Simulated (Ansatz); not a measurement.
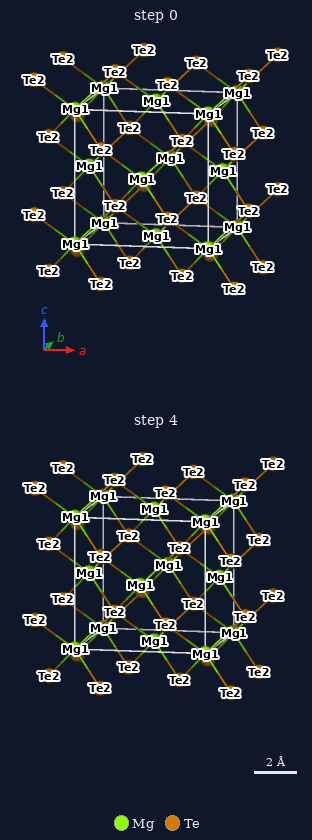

The structure of a crystal of MgTe (built on the database structure type) before (top) and after (bottom) a relaxation, at one scale.

A ball-and-stick model of the conventional cell (4 times the calculation's cell), seen slightly off an axis. Lengths and directions refer to the drawn axes.

All numbers below come from DFT, LDA, plane waves, PAW (Ansatz). Set-up: plane-wave cutoff 420 eV; k-point mesh 6 × 6 × 6; occupations fermi dirac; smearing width 0.02 eV; no spin polarisation; cell and atoms relaxed; force threshold 0.005 eV/Å.

Q: Summarise the run.

A: No atom moves by more than 0.005 Å relative to the cell. The drawn cell changes as follows: a = b = c 6.510 → 6.369 Å (−2.2 %); the volume changes by −6.3 %. Near-neighbour distances that change, for instance: Mg1–Te2 2.819 → 2.758 Å. The space group stays F-43m (No. 216). The energy falls by 16.0 meV per atom in 3 accepted moves (4 points after the start). All forces vanish by symmetry, so only the cell relaxes. Pressure: −2.21 GPa at the start and 0.00 GPa at the end. The SCF was repeated once at an unchanged geometry on a basis and grid sized afresh for the cell, which shifted the energy by 0.2 meV per atom at most. Cost: 8.6 s on 2 threads of Arm Neoverse N1 (shared host), peak memory 0.39 GiB.
